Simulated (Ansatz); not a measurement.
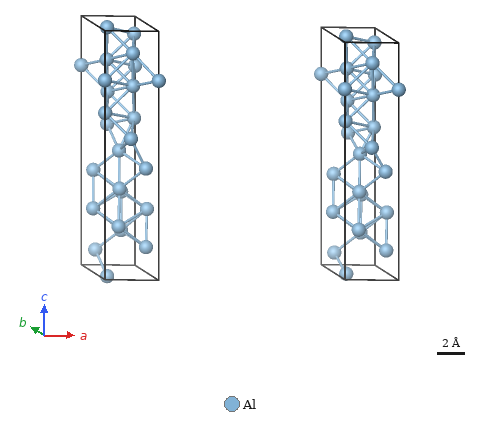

Two geometries of an interface cell of composition Al, drawn at one scale. One is the start of a relaxation, the other its converged end. A ball-and-stick model of the cell of the calculation (origin shifted), seen slightly off an axis.

Theory: DFT PBE, scalar-relativistic, plane waves, PAW (Ansatz). Set-up: plane-wave cutoff 420 eV; k-point mesh 10 × 10 × 2; occupations gaussian; smearing width 0.1 eV; no spin polarisation; cell relaxed at fixed a, b, alpha, beta, gamma; force threshold 0.02 eV/Å; at most 60 steps.

Question: Which geometry has the lower energy?

Answer: The left one is the relaxed one. Case: symmetric tilt boundary Sigma 5 (2 1 0), mirror between planes, shift [0, 0.5]. The largest moves relative to the cell, 0.20 Å, are those of Al atoms. Cell: a unchanged at 4.041 Å, b unchanged at 4.950 Å, c 18.374 → 19.271 Å (+4.9 %). Volume +4.9 %. Near-neighbour distances that change, for instance: Al–Al 2.249 → 2.686 Å, Al–Al 2.690 → 2.884 Å, Al–Al 2.858 → 2.794 Å, Al–Al 2.858 → 2.921 Å. The energy falls by 2.100 eV per cell of the calculation in 5 accepted moves (7 points after the start). Largest force component: 2.8 eV/Å at the start, 0.0017 eV/Å at the end. Pressure: 4.25 GPa at the start and −1.03 GPa at the end. At 2 points the geometry stayed and the basis and grid were re-selected for the new cell (energy shift of 10.6 meV per cell of the calculation at most each time). Cost: 4.5 min on 4 threads of Arm Neoverse V1 (shared host), peak memory 1.7 GiB.
